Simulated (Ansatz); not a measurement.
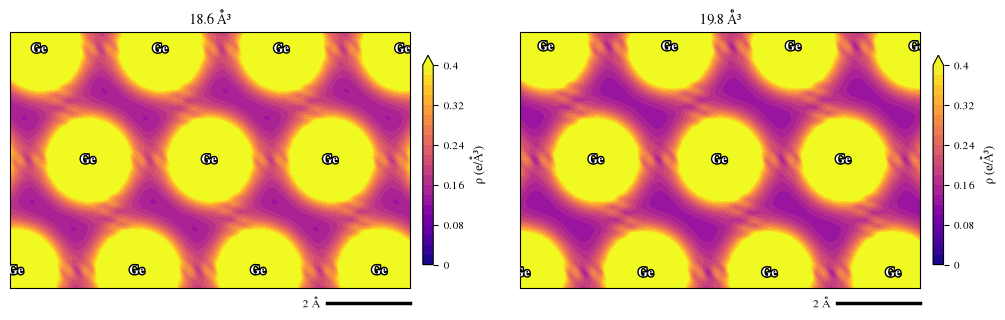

Ge. The valence pseudo-density of cells scaled evenly to different volumes (given per atom above each panel), on the (010) plane of each (indices in the axes of the cell below), at one length scale and on one colour scale.

A generated structure, not necessarily the stable one.

Level of theory: Kohn-Sham DFT of a periodic cell, PBE, Ansatz PAW in Ansatz 0.2.0.

The largest cell:

```
CELL_PARAMETERS angstrom
-1.61907 1.61907 1.88559
1.61907 -1.61907 1.88559
1.61907 1.61907 -1.88559
ATOMIC_POSITIONS crystal
Ge 0.50000 0.50000 0.00000
```

| volume (Å³/atom) | Ge–Ge contact in the plane (Å) | ρ at its midpoint (e/Å³) | pressure (GPa) | 
| --- | --- | --- | --- |
| 18.61 | 2.907 | 0.168 | 3.3 | 
| 19.00 | 2.927 | ? | ? | 
| 19.77 | 2.966 | 0.139 | −0.6 | 

What values belong in the row with question marks?

Over the known rows ln ρ falls by 3.21 per Å of Ge–Ge distance (the line through the two), which gives 0.158 e/Å³ at 2.927 Å; the calculation gives 0.158 e/Å³. For the pressure, a straight line in volume between the neighbouring rows gives 2.0 GPa; the calculation gives 1.9.
